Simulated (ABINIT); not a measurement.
# Run report: MgS, geometry relaxation (part 1 of 2)

The run: geometry relaxation of MgS (2 atoms in the cell). Method and program: Kohn-Sham DFT of a periodic cell, PBEsol, PseudoDojo NC SR PBEsol v0.4.1 standard, no spin polarisation (ABINIT 10.8.3).

The structure derives from a Materials Project entry.

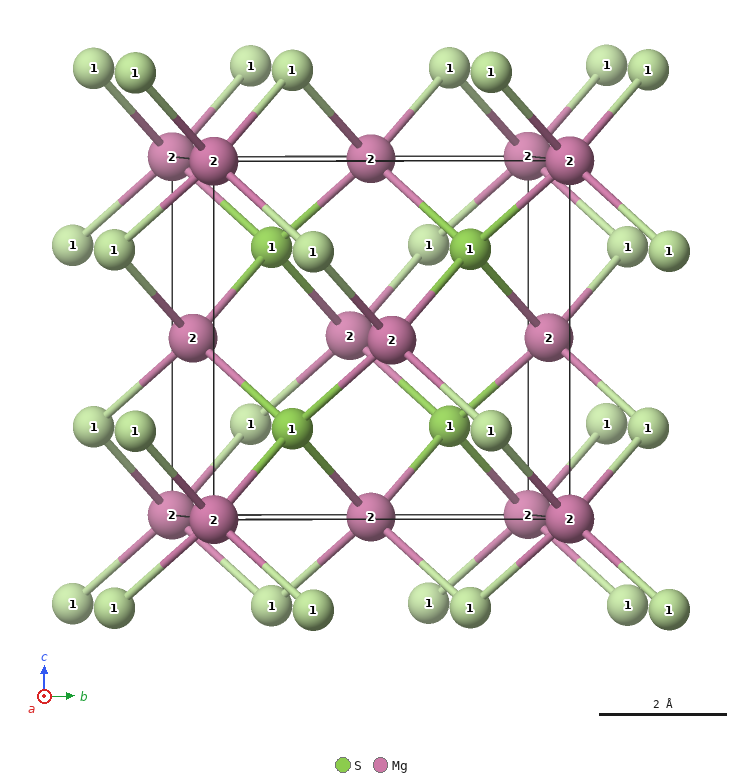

*The structure as given in the input (ball-and-stick view of the cell 4 times as large as that of the calculation, set on its symmetry axes, seen at an oblique angle; neighbours outside the cell are drawn fainter; atoms are numbered from 1 in the order of the input). An atom can appear more than once, as a periodic image.*

Near neighbours in the periodic cell (some may lie outside the picture): S has 4 Mg at 2.45 Å; Mg has 4 S at 2.45 Å.

The input:
```
# Pseudopotentials
pp_dirpath "./"
pseudos "S.upf, Mg.upf"

# Structure
acell 3*1.0 Angstrom
rprim
     0.0000000000     2.8331200468     2.8331200468
     2.8331200468     0.0000000000     2.8331200468
     2.8331200468     2.8331200468     0.0000000000
ntypat 2
znucl 16 12
natom 2
typat 1 2
chkprim 0
chksymtnons 0
tolsym 1.0e-6
xred
            1/4            1/4            1/4
            0.0            0.0            0.0

# Plane-wave basis
ecut 42.0
ecutsm 0.5

# k points
kptopt 1
ngkpt 6 6 6
nshiftk 1
shiftk 0.0 0.0 0.0

# Exchange and correlation
ixc -116133

# Bands and occupations
nband 12
occopt 3
tsmear 0.05 eV

# SCF cycle
nstep 80
tolvrs 1.0e-12

# Output
iomode 3
prteig 0
prtebands 0
prtwf 0
prtden 0

# Relaxation
ionmov 2
optcell 2
ntime 50
tolmxf 2.0e-5
dilatmx 1.08
```

Machine: 1 thread of Intel Xeon (Granite Rapids), 64 GiB of memory available, shared host.

Command:
```bash
abinit run.abi > log 2>&1
```

Log:
```
.Version 10.8.3 of ABINIT
 Symmetries : space group F-4 3 m (#216); Bravais cF (face-center cubic)
================================================================================
 Values of the parameters that define the memory need of the present run
     intxc =       0    ionmov =       2      iscf =       7    lmnmax =       6
     lnmax =       6     mgfft =      48  mpssoang =       3    mqgrid =    3001
     natom =       2  nloc_mem =       1    nspden =       1   nspinor =       1
    nsppol =       1      nsym =      24    n1xccc =    2501    ntypat =       2
    occopt =       3   xclevel =       2
       mpw =        5040          nfft =      110592          nkpt =          16
================================================================================
================================================================================

--------------------------------------------------------------------------------
------------- Echo of variables that govern the present computation ------------
--------------------------------------------------------------------------------
 -outvars: echo values of preprocessed input variables --------
            acell      1.8897261259E+00  1.8897261259E+00  1.8897261259E+00 Bohr
              amu      3.20660000E+01  2.43050000E+01
          chkprim           0
      chksymtnons           0
          dilatmx      1.08000000E+00
             ecut      4.20000000E+01 Hartree
           ecutsm      5.00000000E-01 Hartree
           ionmov           2
              ixc     -116133
         kptrlatt        6    0    0      0    6    0      0    0    6
          kptrlen      4.54286774E+01
            natom           2
            nband          12
            ngfft          48      48      48
             nkpt          16
            nstep          80
             nsym          24
            ntime          50
           ntypat           2
           occopt           3
          optcell           2
           prtden           0
        prtebands           0
           prteig           0
            prtwf           0
            rprim      0.0000000000E+00  2.8331200468E+00  2.8331200468E+00
                       2.8331200468E+00  0.0000000000E+00  2.8331200468E+00
                       2.8331200468E+00  2.8331200468E+00  0.0000000000E+00
          spgroup         216
           tolmxf      2.00000000E-05
           tolsym      1.00000000E-06
           tolvrs      1.00000000E-12
           tsmear      1.83746611E-03 Hartree
            typat      1  2
           xangst      1.4165600234E+00  1.4165600234E+00  1.4165600234E+00
                       0.0000000000E+00  0.0000000000E+00  0.0000000000E+00
            xcart      2.6769104851E+00  2.6769104851E+00  2.6769104851E+00
                       0.0000000000E+00  0.0000000000E+00  0.0000000000E+00
             xred      2.5000000000E-01  2.5000000000E-01  2.5000000000E-01
                       0.0000000000E+00  0.0000000000E+00  0.0000000000E+00
            znucl       16.00000   12.00000

================================================================================

 chkinp: Checking input parameters for consistency.

================================================================================
== DATASET  1 ==================================================================

--- !DatasetInfo
iteration_state: {dtset: 1, }
dimensions: {natom: 2, nkpt: 16, mband: 12, nsppol: 1, nspinor: 1, nspden: 1, mpw: 5040, }
cutoff_energies: {ecut:  42.0, pawecutdg:  -1.0, }
electrons: {nelect:   1.60000000E+01, charge:   0.00000000E+00, occopt:   3.00000000E+00, tsmear:   1.83746611E-03, }
meta: {optdriver: 0, ionmov: 2, optcell: 2, iscf: 7, paral_kgb: 0, }
...

 Real(R)+Recip(G) space primitive vectors, cartesian coordinates (Bohr,Bohr^-1):
 R(1)=  0.0000000  5.3538210  5.3538210  G(1)= -0.0933912  0.0933912  0.0933912
 R(2)=  5.3538210  0.0000000  5.3538210  G(2)=  0.0933912 -0.0933912  0.0933912
 R(3)=  5.3538210  5.3538210  0.0000000  G(3)=  0.0933912  0.0933912 -0.0933912
 Unit cell volume ucvol=  3.0691741E+02 bohr^3
 Angles (23,13,12)=  6.00000000E+01  6.00000000E+01  6.00000000E+01 degrees

 getcut: wavevector=  0.0000  0.0000  0.0000  ngfft=  48  48  48
         ecut(hartree)=     48.989   => boxcut(ratio)=   2.01210

--- Pseudopotential description ------------------------------------------------
- pspini: atom type   1  psp file is ./S.upf
  16.00000   6.00000  180301                  znucl, zion, pspdat
12 -116133 2 -1 1146                          pspcod,pspxc,lmax,lloc,mmax
     nproj     2     2     2

- pspini: atom type   2  psp file is ./Mg.upf
  12.00000  10.00000  180301                  znucl, zion, pspdat
12 -116133 1 -1 1510                          pspcod,pspxc,lmax,lloc,mmax
     nproj     2     2     0

   2.86410798E+02                                ecore*ucvol(ha*bohr**3)
--------------------------------------------------------------------------------

================================================================================

=== [ionmov= 2] Broyden-Fletcher-Goldfarb-Shanno method (forces)
================================================================================

--- Iteration: ( 1/50) Internal Cycle: (1/1)
--------------------------------------------------------------------------------

---SELF-CONSISTENT-FIELD CONVERGENCE--------------------------------------------

--- !BeginCycle
iteration_state: {dtset: 1, itime: 1, icycle: 1, }
solver: {iscf: 7, nstep: 80, nline: 4, wfoptalg: 0, }
tolerances: {tolvrs: 1.00E-12, }
...

     iter   Etot(hartree)      deltaE(h)  residm     vres2
 ETOT  1  -70.380327913109    -7.038E+01 1.713E-01 2.225E+02
 ETOT  2  -70.423748260735    -4.342E-02 6.031E-03 1.904E+01
 ETOT  3  -70.425638469387    -1.890E-03 2.878E-04 1.773E-01
 ETOT  4  -70.425645236460    -6.767E-06 1.471E-04 1.344E-02
 ETOT  5  -70.425645520748    -2.843E-07 2.435E-05 8.492E-04
 ETOT  6  -70.425645587148    -6.640E-08 7.194E-05 5.356E-05
 ETOT  7  -70.425645591310    -4.162E-09 1.078E-05 8.167E-07
 ETOT  8  -70.425645591333    -2.305E-11 3.392E-05 5.118E-09
 ETOT  9  -70.425645591339    -5.741E-12 4.939E-06 1.827E-10
 ETOT 10  -70.425645591343    -4.903E-12 1.563E-05 1.294E-11
 ETOT 11  -70.425645591340     3.936E-12 2.235E-06 1.852E-13

 At SCF step   11       vres2   =  1.85E-13 < tolvrs=  1.00E-12 =>converged.

 Cartesian components of stress tensor (hartree/bohr^3)
  sigma(1 1)=  1.37204318E-05  sigma(3 2)=  0.00000000E+00
  sigma(2 2)=  1.37204318E-05  sigma(3 1)=  0.00000000E+00
  sigma(3 3)=  1.37204318E-05  sigma(2 1)=  0.00000000E+00

--- !ResultsGS
iteration_state: {dtset: 1, itime: 1, icycle: 1, }
comment   : Summary of ground state results
lattice_vectors:
- [  0.0000000,   5.3538210,   5.3538210, ]
- [  5.3538210,   0.0000000,   5.3538210, ]
- [  5.3538210,   5.3538210,   0.0000000, ]
lattice_lengths: [   7.57145,    7.57145,    7.57145, ]
lattice_angles: [ 60.000,  60.000,  60.000, ] # degrees, (23, 13, 12)
lattice_volume:   3.0691741E+02
convergence: {deltae:  3.936E-12, res2:  1.852E-13, residm:  2.235E-06, diffor: null, }
etotal    :  -7.04256456E+01
entropy   :   0.00000000E+00
fermie    :   1.22150914E-01
cartesian_stress_tensor: # hartree/bohr^3
- [  1.37204318E-05,   0.00000000E+00,   0.00000000E+00, ]
- [  0.00000000E+00,   1.37204318E-05,   0.00000000E+00, ]
- [  0.00000000E+00,   0.00000000E+00,   1.37204318E-05, ]
pressure_GPa:  -4.0367E-01
xred      :
- [  2.5000E-01,   2.5000E-01,   2.5000E-01,  S]
- [  0.0000E+00,   0.0000E+00,   0.0000E+00, Mg]
cartesian_forces: # hartree/bohr
- [  5.02938974E-29,   5.02938974E-29,  -1.50881692E-28, ]
- [ -5.02938974E-29,  -5.02938974E-29,   1.50881692E-28, ]
force_length_stats: {min:   1.66805987E-28, max:   1.66805987E-28, mean:   1.66805987E-28, }
...

 Integrated electronic density in atomic spheres:
 ------------------------------------------------
 Atom  Sphere_radius  Integrated_density
    1        2.00000          3.94806976
    2        2.00000          8.30721673

---OUTPUT-----------------------------------------------------------------------

 Cartesian coordinates (xcart) [bohr]
  2.67691048513552E+00  2.67691048513552E+00  2.67691048513552E+00
  0.00000000000000E+00  0.00000000000000E+00  0.00000000000000E+00
 Reduced coordinates (xred)
  2.50000000000000E-01  2.50000000000000E-01  2.50000000000000E-01
  0.00000000000000E+00  0.00000000000000E+00  0.00000000000000E+00
 Cartesian forces (fcart) [Ha/bohr]; max,rms= 1.50882E-28 9.63055E-29 (free atoms)
  5.02938973511860E-29  5.02938973511860E-29 -1.50881692053558E-28
 -5.02938973511860E-29 -5.02938973511860E-29  1.50881692053558E-28
 Gradient of E wrt nuclear positions in reduced coordinates (gred)
  5.38529044630877E-28  5.38529044630877E-28 -5.38529044630877E-28
 -5.38529044630877E-28 -5.38529044630877E-28  5.38529044630877E-28
 Scale of Primitive Cell (acell) [bohr]
  1.88972612590778E+00  1.88972612590778E+00  1.88972612590778E+00
 Real space primitive translations (rprimd) [bohr]
  0.00000000000000E+00  5.35382097027104E+00  5.35382097027104E+00
  5.35382097027104E+00  0.00000000000000E+00  5.35382097027104E+00
  5.35382097027104E+00  5.35382097027104E+00  0.00000000000000E+00
 Unitary Cell Volume (ucvol) [Bohr^3]=  3.06917413095091E+02
 Angles (23,13,12)= [degrees]
  6.00000000000000E+01  6.00000000000000E+01  6.00000000000000E+01
 Lengths [Bohr]
  7.57144622667479E+00  7.57144622667479E+00  7.57144622667479E+00
 Stress tensor in cartesian coordinates (strten) [Ha/bohr^3]
  1.37204317608459E-05  0.00000000000000E+00  0.00000000000000E+00
  0.00000000000000E+00  1.37204317608467E-05  0.00000000000000E+00
  0.00000000000000E+00  0.00000000000000E+00  1.37204317608467E-05
 Total energy (etotal) [Ha]= -7.04256455913396E+01

--- Iteration: ( 2/50) Internal Cycle: (1/1)
--------------------------------------------------------------------------------

---SELF-CONSISTENT-FIELD CONVERGENCE--------------------------------------------

--- !BeginCycle
iteration_state: {dtset: 1, itime: 2, icycle: 1, }
solver: {iscf: 7, nstep: 80, nline: 4, wfoptalg: 0, }
tolerances: {tolvrs: 1.00E-12, }
...

     iter   Etot(hartree)      deltaE(h)  residm     vres2
 ETOT  1  -70.425638777230    -7.043E+01 1.952E-06 2.202E-01
 ETOT  2  -70.425649550202    -1.077E-05 7.096E-07 1.371E-02
 ETOT  3  -70.425650196863    -6.467E-07 1.124E-06 2.841E-03
 ETOT  4  -70.425650336749    -1.399E-07 2.876E-07 1.114E-04
 ETOT  5  -70.425650344931    -8.182E-09 5.390E-07 1.852E-06
 ETOT  6  -70.425650345043    -1.116E-10 1.497E-07 1.609E-07
 ETOT  7  -70.425650345055    -1.216E-11 2.745E-07 9.631E-10
 ETOT  8  -70.425650345057    -2.032E-12 7.569E-08 6.270E-11
 ETOT  9  -70.425650345059    -2.075E-12 1.388E-07 4.406E-12
 ETOT 10  -70.425650345062    -3.411E-12 3.801E-08 1.889E-14

 At SCF step   10       vres2   =  1.89E-14 < tolvrs=  1.00E-12 =>converged.

 Cartesian components of stress tensor (hartree/bohr^3)
  sigma(1 1)=  1.13695995E-05  sigma(3 2)=  0.00000000E+00
  sigma(2 2)=  1.13695995E-05  sigma(3 1)=  0.00000000E+00
  sigma(3 3)=  1.13695995E-05  sigma(2 1)=  0.00000000E+00
```
